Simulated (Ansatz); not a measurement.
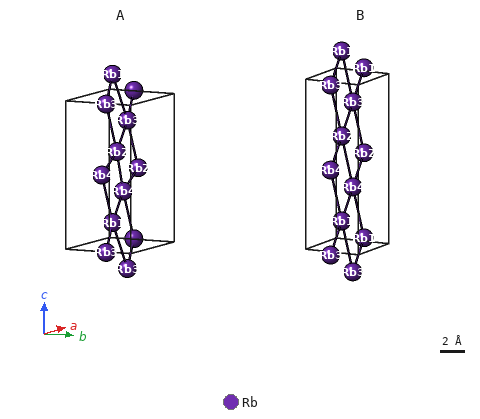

Two geometries of crystalline Rb (built on the iodine_64 type), drawn at one scale. One is the start of a relaxation, the other its converged end. The picture is a ball-and-stick view of the cell of the calculation, seen from a free direction.

Theory: Ansatz, DFT PBEsol, scalar-relativistic, plane waves, PAW. Set-up: plane-wave cutoff 420 eV; k-point mesh 10 × 10 × 4; occupations gaussian; smearing width 0.1 eV; no spin polarisation; cell and atoms relaxed; force threshold 0.01 eV/Å; at most 80 steps.

Question: Which of the two is the end point?

Answer: Structure B is the relaxed one. Case: iodine type (Cmce, No. 64). The largest moves relative to the cell, 0.66 Å, are those of Rb1, Rb2, Rb3 and Rb4. Rb1 goes roughly along [−1 1 0]. Cell: a = b 5.678 → 4.881 Å (−14.0 %), c 12.771 → 14.633 Å (+14.6 %), γ 66.9° → 84.0°. Volume −8.5 %. Among the contacts that change: Rb1–Rb3 3.530 → 4.906 Å, Rb1–Rb1 5.678 → 4.881 Å, Rb1–Rb4 5.829 → 5.151 Å, Rb1–Rb3 (another image) 5.739 → 5.152 Å. Bond angles that change, for instance: Rb3–Rb1–Rb4 81.6° → 96.5°, Rb3–Rb1–Rb4 167.0° → 180.0°, Rb3–Rb1–Rb4 169.5° → 180.0°. The space group (tolerance 0.01 Å) goes from Cmce (No. 64) to Fmmm (No. 69). Over 9 accepted moves (10 points after the start) the energy falls by 0.667 eV per cell of the calculation. The largest force component goes from 0.36 to 0.00026 eV/Å. Pressure: 0.06 GPa at the start and 0.00 GPa at the end. The SCF was repeated once at an unchanged geometry on a basis and grid sized afresh for the cell, which shifted the energy by 0.2 meV per cell of the calculation at most. The run took of the order of 7 core-minutes on a shared host.
